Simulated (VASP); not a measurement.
**Run report: TiN, geometry relaxation (part 1 of 2)**

System: TiN (Fm-3m, 2 atoms in the cell).
Method: Kohn-Sham DFT of a periodic cell, PBE, VASP PAW PBE potentials, hard, no spin polarisation (VASP 6.6.1).

The structure derives from an entry of the Crystallography Open Database.

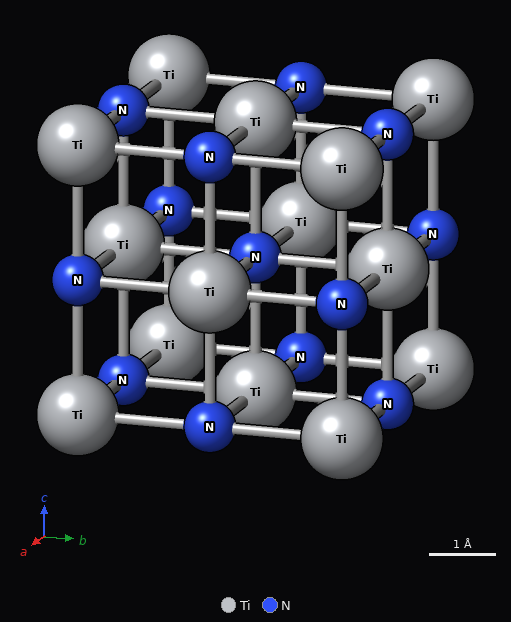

Figure 1. The structure as given in the input (ball-and-stick view of the cell 4 times as large as that of the calculation, set on its symmetry axes, seen slightly off an axis). An atom can appear more than once, as a periodic image. Near neighbours in the periodic cell (some may lie outside the picture): Ti has 6 N at 2.12 Å; N has 6 Ti at 2.12 Å.

INCAR:
```
SYSTEM = TiN
PREC = Accurate ; ENCUT = 900
EDIFF = 1E-7 ; ISMEAR = 0
SIGMA = 0.02 ; LREAL = .FALSE.
LASPH = .TRUE. ; NELM = 60
ALGO = Normal ; ISIF = 3
LWAVE = .FALSE. ; LCHARG = .FALSE.
GGA = PE ; IBRION = 2
NSW = 80 ; EDIFFG = -0.002
```

KPOINTS:
```
Automatic mesh
0
G
  12 12 12
  0 0 0
```

POSCAR:
```
TiN
1.0
    0.0000000000      2.1190000000      2.1190000000
    2.1190000000      0.0000000000      2.1190000000
    2.1190000000      2.1190000000      0.0000000000
Ti N
1 1
Direct
    0.0000000000      0.0000000000      0.0000000000
    0.5000000000      0.5000000000      0.5000000000
```

Hardware: 1 thread of Intel Xeon @ 2.50GHz (Skylake/Cascade Lake), 96 GiB of memory available, shared host.

Launch command:
```bash
cat potpaw_PBE.64/Ti_sv/POTCAR potpaw_PBE.64/N_h/POTCAR > POTCAR
mpirun -np 1 vasp_std > vasp.out
```

OSZICAR:
```
N       E                     dE             d eps       ncg     rms          rms(c)
DAV:   1     0.182263189933E+03    0.18226E+03   -0.12458E+04  1728   0.248E+03
DAV:   2    -0.216450982235E+01   -0.18443E+03   -0.17609E+03  1828   0.501E+02
DAV:   3    -0.239240361676E+02   -0.21760E+02   -0.21051E+02  2472   0.144E+02
DAV:   4    -0.247709330058E+02   -0.84690E+00   -0.83127E+00  2144   0.279E+01
DAV:   5    -0.248022345948E+02   -0.31302E-01   -0.31290E-01  2440   0.486E+00    0.183E+01
DAV:   6    -0.199967849927E+02    0.48054E+01   -0.32073E+01  2416   0.709E+01    0.655E+00
DAV:   7    -0.196761157152E+02    0.32067E+00   -0.31334E+00  2436   0.215E+01    0.456E+00
DAV:   8    -0.197648115466E+02   -0.88696E-01   -0.12290E+00  2028   0.160E+01    0.387E+00
DAV:   9    -0.196535475010E+02    0.11126E+00   -0.28036E-01  1984   0.802E+00    0.118E+00
DAV:  10    -0.196456799340E+02    0.78676E-02   -0.71605E-02  2164   0.402E+00    0.257E-01
DAV:  11    -0.196453390565E+02    0.34088E-03   -0.43759E-03  2020   0.983E-01    0.591E-02
DAV:  12    -0.196453201374E+02    0.18919E-04   -0.27008E-04  2496   0.224E-01    0.336E-02
DAV:  13    -0.196453137621E+02    0.63754E-05   -0.55570E-05  2268   0.716E-02    0.935E-03
DAV:  14    -0.196453138827E+02   -0.12066E-06   -0.52400E-06  1872   0.303E-02    0.223E-03
DAV:  15    -0.196453138727E+02    0.10068E-07   -0.31718E-07  1924   0.854E-03
   1 F= -.19645314E+02 E0= -.19645109E+02  d E =-.196453E+02
       N       E                     dE             d eps       ncg     rms          rms(c)
DAV:   1    -0.196908038710E+02   -0.45490E-01   -0.12098E+00  1736   0.185E+01    0.207E+00
DAV:   2    -0.196488980731E+02    0.41906E-01   -0.18251E-01  1944   0.694E+00    0.586E-01
DAV:   3    -0.196433314125E+02    0.55667E-02   -0.33114E-02  2348   0.162E+00    0.211E-01
DAV:   4    -0.196433840356E+02   -0.52623E-04   -0.89429E-03  1868   0.111E+00    0.131E-01
DAV:   5    -0.196441468570E+02   -0.76282E-03   -0.13936E-03  2740   0.340E-01    0.739E-02
DAV:   6    -0.196442087215E+02   -0.61864E-04   -0.13564E-04  1916   0.107E-01    0.739E-02
DAV:   7    -0.196445179333E+02   -0.30921E-03   -0.47977E-04  2216   0.194E-01    0.175E-02
DAV:   8    -0.196445235452E+02   -0.56119E-05   -0.11625E-04  2404   0.813E-02    0.999E-03
DAV:   9    -0.196445270773E+02   -0.35321E-05   -0.85856E-06  2248   0.273E-02    0.279E-03
DAV:  10    -0.196445270977E+02   -0.20382E-07   -0.24895E-06  2176   0.110E-02    0.144E-03
DAV:  11    -0.196445271157E+02   -0.17998E-07   -0.73484E-08  1040   0.251E-03
   2 F= -.19644527E+02 E0= -.19644321E+02  d E =0.786757E-03
       N       E                     dE             d eps       ncg     rms          rms(c)
DAV:   1    -0.196617133659E+02   -0.17186E-01   -0.40752E-01  1736   0.106E+01    0.120E+00
DAV:   2    -0.196475415375E+02    0.14172E-01   -0.56891E-02  1896   0.394E+00    0.338E-01
DAV:   3    -0.196457340440E+02    0.18075E-02   -0.10496E-02  2300   0.904E-01    0.118E-01
DAV:   4    -0.196457591421E+02   -0.25098E-04   -0.29515E-03  1888   0.641E-01    0.780E-02
DAV:   5    -0.196460004667E+02   -0.24132E-03   -0.42564E-04  2660   0.199E-01    0.423E-02
DAV:   6    -0.196460500953E+02   -0.49629E-04   -0.88146E-05  1852   0.868E-02    0.481E-02
DAV:   7    -0.196461472684E+02   -0.97173E-04   -0.15093E-04  2756   0.114E-01    0.486E-03
DAV:   8    -0.196461498162E+02   -0.25479E-05   -0.15248E-05  2320   0.279E-02    0.322E-03
DAV:   9    -0.196461507323E+02   -0.91604E-06   -0.15492E-06  2500   0.980E-03    0.270E-03
DAV:  10    -0.196461506962E+02    0.36102E-07   -0.44444E-07  1584   0.634E-03
   3 F= -.19646151E+02 E0= -.19645946E+02  d E =-.836824E-03
```

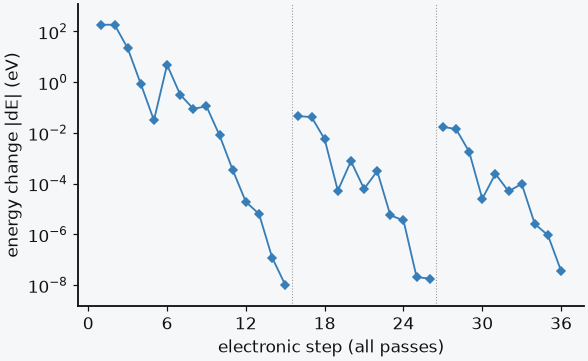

Figure 2. Convergence of the self-consistent field: energy change |dE| against the electronic step. Each stretch between dotted lines is the SCF of one geometry step of a relaxation. The 3 ionic steps take 10 to 15 electronic steps each. The density is held fixed in the first few steps, and dE rises again when its update begins.

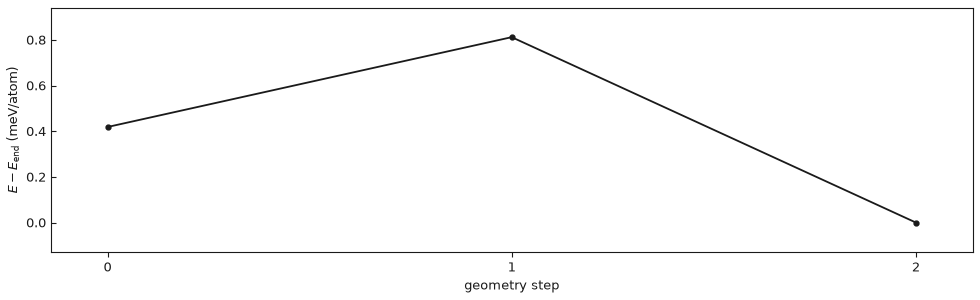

Figure 3. Progress of the relaxation, step by step (steps are counted from 0). Over 2 geometry steps the energy falls by 0.4 meV per atom. All forces vanish by symmetry, so only the cell relaxes. The atoms keep their places relative to the cell (all moves are under 0.005 Å). Cell: a = b = c 4.238 → 4.248 Å (+0.2 %). Volume +0.7 %. Distances before and after: Ti1–N2 2.119 → 2.124 Å. The space group stays Fm-3m (No. 225). (Atoms are counted from 1 in the order of the input.)

Parts of OUTCAR:
```
SYSTEM = TiN
   PREC = Accurate
   ENCUT = 900
   EDIFF = 1E-7
   ISMEAR = 0
   LREAL = .FALSE.
   LASPH = .TRUE.
   NELM = 60
   ISIF = 3
   GGA = PE
   IBRION = 2
   NSW = 80
   EDIFFG = -0.002

 ion  position               nearest neighbor table
   1  0.000  0.000  0.000-   2 2.12   2 2.12   2 2.12   2 2.12   2 2.12   2 2.12
   2  0.500  0.500  0.500-   1 2.12   1 2.12   1 2.12   1 2.12   1 2.12   1 2.12

  LATTYP: Found a face centered cubic cell.
 ALAT       =     4.2380000000

  Lattice vectors:

 A1 = (   0.0000000000,   2.1190000000,   2.1190000000)
 A2 = (   2.1190000000,   0.0000000000,   2.1190000000)
 A3 = (   2.1190000000,   2.1190000000,   0.0000000000)

Analysis of symmetry for initial positions (statically):
=====================================================================
 Subroutine PRICEL returns:
 Original cell was already a primitive cell.

 Routine SETGRP: Setting up the symmetry group for a
 face centered cubic supercell.

 Subroutine GETGRP returns: Found 48 space group operations
 (whereof 48 operations were pure point group operations)
 out of a pool of 48 trial point group operations.

The static configuration has the point symmetry O_h .

Analysis of symmetry for dynamics (positions and initial velocities):
=====================================================================
 Subroutine PRICEL returns:
 Original cell was already a primitive cell.

 Routine SETGRP: Setting up the symmetry group for a
 face centered cubic supercell.

 Subroutine GETGRP returns: Found 48 space group operations
 (whereof 48 operations were pure point group operations)
 out of a pool of 48 trial point group operations.

The dynamic configuration has the point symmetry O_h .

 Subroutine INISYM returns: Found 48 space group operations
 (whereof 48 operations are pure point group operations),
 and found     1 'primitive' translations

----------------------------------------------------------------------------------------

                                     Primitive cell

  volume of cell :      19.0293

  direct lattice vectors                    reciprocal lattice vectors
     0.000000000  2.119000000  2.119000000    -0.235960359  0.235960359  0.235960359
     2.119000000  0.000000000  2.119000000     0.235960359 -0.235960359  0.235960359
     2.119000000  2.119000000  0.000000000     0.235960359  0.235960359 -0.235960359

  length of vectors
     2.996718539  2.996718539  2.996718539     0.408695330  0.408695330  0.408695330

  position of ions in fractional coordinates (direct lattice)
     0.000000000  0.000000000  0.000000000
     0.500000000  0.500000000  0.500000000

  ion indices of the primitive-cell ions
   primitive index   ion index
                 1           1
                 2           2

----------------------------------------------------------------------------------------

 KPOINTS: Automatic mesh

Automatic generation of k-mesh.
 Grid dimensions read from file:
 generate k-points for:   12   12   12

 Generating k-lattice:

  Cartesian coordinates                     Fractional coordinates (reciprocal lattice)
    -0.019663363  0.019663363  0.019663363     0.083333333  0.000000000  0.000000000
     0.019663363 -0.019663363  0.019663363     0.000000000  0.083333333  0.000000000
     0.019663363  0.019663363 -0.019663363     0.000000000  0.000000000  0.083333333

  Length of vectors
     0.034057944  0.034057944  0.034057944

  Shift w.r.t. Gamma in fractional coordinates (k-lattice)
     0.000000000  0.000000000  0.000000000

 Subroutine IBZKPT returns following result:
 ===========================================

 Found     72 irreducible k-points:

 Following reciprocal coordinates:
            Coordinates               Weight
  0.000000  0.000000  0.000000      1.000000
  0.083333  0.000000  0.000000      8.000000
  0.166667  0.000000  0.000000      8.000000
  0.250000  0.000000  0.000000      8.000000
  0.333333  0.000000  0.000000      8.000000
  0.416667  0.000000  0.000000      8.000000
  0.500000  0.000000  0.000000      4.000000
  0.083333  0.083333  0.000000      6.000000
  0.166667  0.083333  0.000000     24.000000
  0.250000  0.083333  0.000000     24.000000
  0.333333  0.083333  0.000000     24.000000
  0.416667  0.083333  0.000000     24.000000
  0.500000  0.083333  0.000000     24.000000
 -0.416667  0.083333  0.000000     24.000000
 -0.333333  0.083333  0.000000     24.000000
 -0.250000  0.083333  0.000000     24.000000
 -0.166667  0.083333  0.000000     24.000000
 -0.083333  0.083333  0.000000     12.000000
  0.166667  0.166667  0.000000      6.000000
  0.250000  0.166667  0.000000     24.000000
  0.333333  0.166667  0.000000     24.000000
  0.416667  0.166667  0.000000     24.000000
  0.500000  0.166667  0.000000     24.000000
 -0.416667  0.166667  0.000000     24.000000
 [... further k-points ...]
   k-points           NKPTS =     72   k-points in BZ     NKDIM =     72   number of bands    NBANDS=     12
   number of dos      NEDOS =    301   number of ions     NIONS =      2
   total plane-waves  NPLWV =  27000
   dimension x,y,z NGX =    30 NGY =   30 NGZ =   30
   dimension x,y,z NGXF=    60 NGYF=   60 NGZF=   60
   ions per type =               1   1
   NGX,Y,Z   is equivalent  to a cutoff of  16.64, 16.64, 16.64 a.u.
   NGXF,Y,Z  is equivalent  to a cutoff of  33.29, 33.29, 33.29 a.u.
 SYSTEM =  TiN
   PREC   = accura    normal or accurate (medium, high low for compatibility)
   ISTART =      0    job   : 0-new  1-cont  2-samecut
   ICHARG =      2    charge: 1-file 2-atom 10-const
   ISPIN  =      1    spin polarized calculation?
   LNONCOLLINEAR =      F non collinear calculations
   LSORBIT =      F    spin-orbit coupling
   LASPH  =      T    aspherical Exc in radial PAW
   ENCUT  =  900.0 eV  66.15 Ry    8.13 a.u.   7.33  7.33  7.33*2*pi/ulx,y,z
   NELM   =     60;   NELMIN=  2; NELMDL= -5     # of ELM steps
   EDIFF  = 0.1E-06   stopping-criterion for ELM
   LREAL  =      F    real-space projection
   EDIFFG = -.2E-02   stopping-criterion for IOM
   NSW    =     80    number of steps for IOM
   IBRION =      2    ionic relax: 0-MD 1-quasi-New 2-CG
   NFREE  =      1    steps in history (QN), initial steepest desc. (CG)
   ISIF   =      3    stress and relaxation
   ISYM   =      2    0-nonsym 1-usesym 2-fastsym
   POTIM  = 0.5000    time-step for ionic-motion
   TEBEG  =    0.0;   TEEND  =   0.0 temperature during run
   PSTRESS=    0.0 pullay stress
   NELECT =      17.0000    total number of electrons
   NUPDOWN=      -1.0000    fix difference up-down
   EMIN   =  10.00;   EMAX   =-10.00  energy-range for DOS
   EFERMI =   0.00;   METHOD = LEGACY
   ISMEAR =     0;   SIGMA  =   0.02  broadening in eV -4-tet -1-fermi 0-gaus
   EFERMI_NEDOS =   21; number of points for ismear=-14 and -15
   IALGO  =     38    algorithm
   IMIX   =      4    mixing-type and parameters
     AMIX     =   0.40;   BMIX     =  1.00
     AMIX_MAG =   1.60;   BMIX_MAG =  1.00
  volume/ion in A,a.u.               =       9.51        64.21
  Fermi-wavevector in a.u.,A,eV,Ry     =   1.576704  2.979539 33.824024  2.485996
  Thomas-Fermi vector in A             =   2.677497
   LORBIT       =      0    0 simple, 1 ext, 2 COOP (PROOUT), +10 PAW based schemes
   GGA     = PE    functional components
   LHFCALC =     F    Hartree Fock is set to
   AEXX    =    0.0000 exact exchange contribution
```
